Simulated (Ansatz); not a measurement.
# A series of single points on CuNi3

System: CuNi3 (4 atoms in the cell).
Method: Kohn-Sham DFT of a periodic cell, PBEsol, all-electron LAPW, scalar-relativistic, spin-polarised (Ansatz 0.2.0).

The 7 runs differ only in the geometry, by an even scaling of the cell at fixed fractional positions. The structure derives from a Materials Project entry.

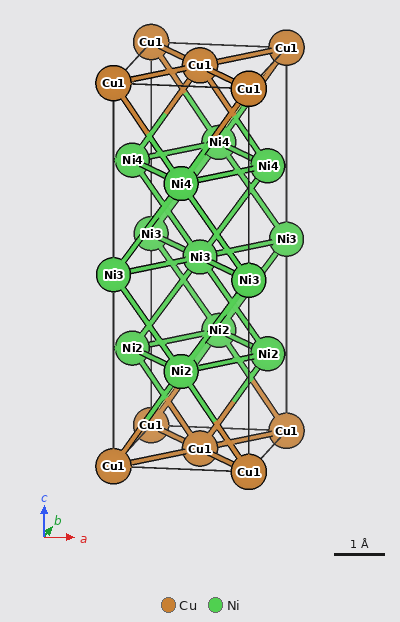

Figure 1. The structure of run 4 (ball-and-stick view of the cell 2 times as large as that of the calculation, set on its symmetry axes, seen slightly off an axis; atoms are numbered from 1 in the order of the input). An atom can appear more than once, as a periodic image.

**Input of run 4**
```yaml
crystal:
  lattice:
    - [1.395212, -1.987154, 0.0]
    - [1.395212, 1.987154, 0.0]
    - [0.0, 0.0, 7.934886]
  atoms:
    - { symbol: Cu, position: [0.0, 0.0, 0.0], spin: 0.6 }
    - { symbol: Ni, position: [0.5, 0.5, 0.254686], spin: 1.0 }
    - { symbol: Ni, position: [0.0, 0.0, 0.5], spin: 1.0 }
    - { symbol: Ni, position: [0.5, 0.5, 0.745314], spin: 1.0 }
kpoints:
  mp_grid: { grid: [12, 12, 4] }
scf:
  occupations: { method: fermi_dirac, width: 0.05 }
hamiltonian:
  xc: pbesol
  pseudopotentials: { kind: all_electron, lapw: { basis_error: 0.001 } }
magnetization:
  spin_polarized: true
output:
  forces: true
  stress: true
  eigenvalues: true
```

Command:
```bash
ansatz run input.yaml --threads 4 --pin off --max-ram 12288MiB --backend cpu --events-out ev --progress --plain --runs-dir out
```

Lattice vectors (Å) and fractional positions of run 4:
```
   1.395212   -1.987154    0.000000
   1.395212    1.987154    0.000000
   0.000000    0.000000    7.934886
Cu  0.000000  0.000000  0.000000
Ni  0.500000  0.500000  0.254686
Ni  0.000000  0.000000  0.500000
Ni  0.500000  0.500000  0.745314
```

Run 2 differs from it as follows:
```diff
-    - [1.395212, -1.987154, 0.0]
-    - [1.395212, 1.987154, 0.0]
-    - [0.0, 0.0, 7.934886]
+    - [1.3763554723, -1.9602972753, 0.0]
+    - [1.3763554723, 1.9602972753, 0.0]
+    - [0.0, 0.0, 7.8276446647]
```

**Results, with one run withheld**

| run | volume per atom (Å³) | free energy per atom, from the lowest run given (meV) | pressure (GPa) |
| --- | --- | --- | --- |
| 1 | 10.340 | 5.06 | 6.56 |
| 2 | 10.560 | ? | ? |
| 3 | 10.780 | 0.00 | −2.50 |
| 4 | 11.000 | 6.07 | −6.26 |
| 5 | 11.220 | 17.00 | −9.58 |
| 6 | 11.440 | 32.20 | −12.50 |
| 7 | 11.660 | 51.17 | −15.07 |

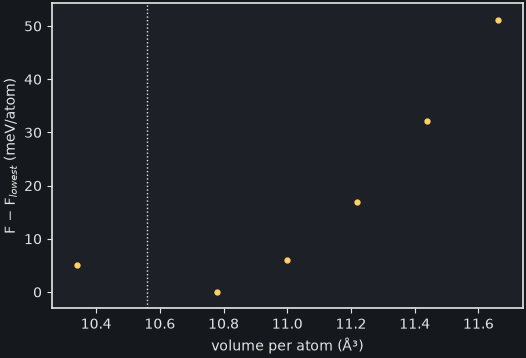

Figure 2. Free energy per atom of the runs given; the dotted line marks run 2.

Fit the runs given and predict run 2.

A cubic polynomial in V^(−2/3) (the Birch–Murnaghan form), fitted to the 6 runs given, misses them by under 0.01 meV per atom. With x = V^(−2/3) − 0.20146 Å⁻², it reads F = 8.5538 − 3697.5 x + 3.5089e+05 x² + 9.2555e+05 x³ (meV per atom). At run 2 it gives −0.58 meV per atom, and the run itself gives −0.58. The slope of the fit gives a pressure −dF/dV of 1.75 GPa there, and the run prints 1.75 GPa. The fit has its minimum at 10.647 Å³ per atom, where V d²F/dV² gives 209 GPa. Cell shape and fractional positions are held, so this is the stiffness under even scaling; the relaxed bulk modulus wasn't computed.

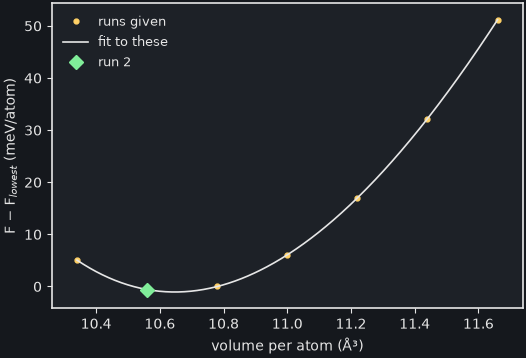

Figure 3. The fit and the withheld run.

**Output, shortened to warnings, some set-up lines, iterations and results (run 2)**
```
Basis set: ecut = 350.4884123562726 eV, 611 PW (Γ), exchange–correlation at level 2
Symmetry: 8 space group operations
k-points: 129 of 576
Initial density: superposition of atomic densities (chi_scale 0.1, normalization cell)
[...]
SCF iter   1: F=—  HF=-169047.263682 eV  |F-HF|=—  |Δ(HF+E_count)|=         —  Δρ=1.34e-1 (↑9.89e-2 ↓1.34e-1)  dr2=1.26e2  dr2_m=8.00e-1  M=0.620 μB ∫|m|=0.666 μB  β_m=0.30  …
SCF iter   2: F=—  HF=-169060.946437 eV  |F-HF|=—  |Δ(HF+E_count)|=    1.37e1  Δρ=4.22e-2 (↑3.61e-2 ↓4.22e-2)  dr2=8.83e0  dr2_m=5.67e-2  M=1.827 μB ∫|m|=1.898 μB  β_m=0.24  …
SCF iter   3: F=—  HF=-169044.625281 eV  |F-HF|=—  |Δ(HF+E_count)|=    1.63e1  Δρ=2.23e-2 (↑2.12e-2 ↓2.23e-2)  dr2=1.19e0  dr2_m=7.13e-2  M=1.568 μB ∫|m|=1.649 μB  β_m=0.62  …
SCF iter   4: F=—  HF=-169045.099019 eV  |F-HF|=—  |Δ(HF+E_count)|=         —  Δρ=6.81e-2 (↑5.21e-2 ↓6.81e-2)  dr2=3.28e1  dr2_m=1.53e-1  M=0.616 μB ∫|m|=0.697 μB  β_m=0.62  …
SCF iter   5: F=—  HF=-169042.137413 eV  |F-HF|=—  |Δ(HF+E_count)|=    2.96e0  Δρ=1.43e-2 (↑1.01e-2 ↓1.43e-2)  dr2=1.45e0  dr2_m=3.03e-3  M=1.067 μB ∫|m|=1.188 μB  β_m=0.50  …
[... 11 lines ...]
SCF iter  17: F=—  HF=-169041.903125 eV  |F-HF|=—  |Δ(HF+E_count)|=   8.91e-8  Δρ=7.91e-6 (↑7.91e-6 ↓7.22e-6)  dr2=4.96e-8  dr2_m=1.31e-8  M=1.225 μB ∫|m|=1.381 μB  β_m=0.47  …
SCF iter  18: F=—  HF=-169041.903125 eV  |F-HF|=—  |Δ(HF+E_count)|=   1.02e-9  Δρ=5.95e-6 (↑5.95e-6 ↓4.70e-6)  dr2=1.67e-7  dr2_m=3.05e-9  M=1.225 μB ∫|m|=1.381 μB  β_m=0.67  …
SCF iter  19: F=—  HF=-169041.903125 eV  |F-HF|=—  |Δ(HF+E_count)|=   1.37e-8  Δρ=1.52e-6 (↑1.52e-6 ↓1.03e-6)  dr2=4.93e-9  dr2_m=3.01e-10  M=1.226 μB ∫|m|=1.381 μB  β_m=0.69 …
SCF iter  20: F=-169041.903125 eV  HF=-169041.903125 eV  |F-HF|=5.98e-8  |Δ(HF+E_count)|=   1.66e-9  Δρ=2.79e-6 (↑8.92e-7 ↓2.79e-6)  dr2=2.35e-8  dr2_m=3.70e-10  M=1.226 μB …
SCF 1 converged in 20 iterations: F = -169041.903125 eV  dr2 = 2.35e-8
SCF converged after 20 iterations
Magnetization: 1.2256 μB (37.1128 up, 35.8872 down)
Absolute magnetization: 1.3810 μB (∫|ρ↑−ρ↓|)
Spin contamination: 0.0152 ħ² per cell (⟨S²⟩ above its minimum at these occupations)
Per-site moments (μB) at R_I (Å): [(0.01919988681035001, 1.186515288213326), (0.37774654082064885, 1.1812748023263206), (0.5043995269113601, 1.1812748023263206), (0.37774654082064885, 1.1812748023263206)]
Free energy (F): -169041.903125 eV
Harris-Foulkes:  -169041.903125 eV  (|F-HF|=5.98e-8)
Internal energy: -169041.860854 eV  (E = F + TS)
E sigma→0 (E₀):  -169041.881989 eV
Entropy (-TS):   -0.042271 eV (-10.568 meV/atom)
Fermi energy:    18.651923 eV
--- Per-component energies (eV) ---
  E_band       = -1135.011150
  E_kinetic    = 171784.365054
  E_xc         = -6890.725302
  E_electrostatic = -333935.500606  (all electrons and nuclei)
  E_smearing   = -0.042271  (= −TS)
  E_closure    = 0.000000  (closes the sum)
  E_atoms      = -169014.596184  (free atoms, spherical and without spin; not in F)
  Σ components = -169041.903125   (vs F -169041.903125, Δ=0.00e0)
  Basis errors (estimates in eV, not in F): energy 2.7e-4 per atom: plane waves 2.5e-4 (1.3e-4 summed), levels above the bands 2.4e-94, relativity 2.7e-8, radial functions 2.7e-5, core shells 1.3e-9; eigenvalues (radial functions only) 6.8e-7; not estimated: angular momenta, meshes, grids; target …
--- Forces (eV/Å), atoms counted from 1 ---
  atom   1  Cu    -0.00000000     0.00000000     0.00000000
  atom   2  Ni    -0.00000000     0.00000000    -0.04304512
  atom   3  Ni    -0.00000000     0.00000000     0.00000000
  atom   4  Ni     0.00000000     0.00000000     0.04304512
  max |Σ_I F_I| component: 1.71e-29 eV/Å
--- Stress (GPa, compression-positive) ---
        1.007925      -0.000000       0.000000
       -0.000000       1.609904      -0.000000
        0.000000      -0.000000       2.640331
  P = ⅓ Tr σ = 1.7527 GPa (17.527 kbar)
```
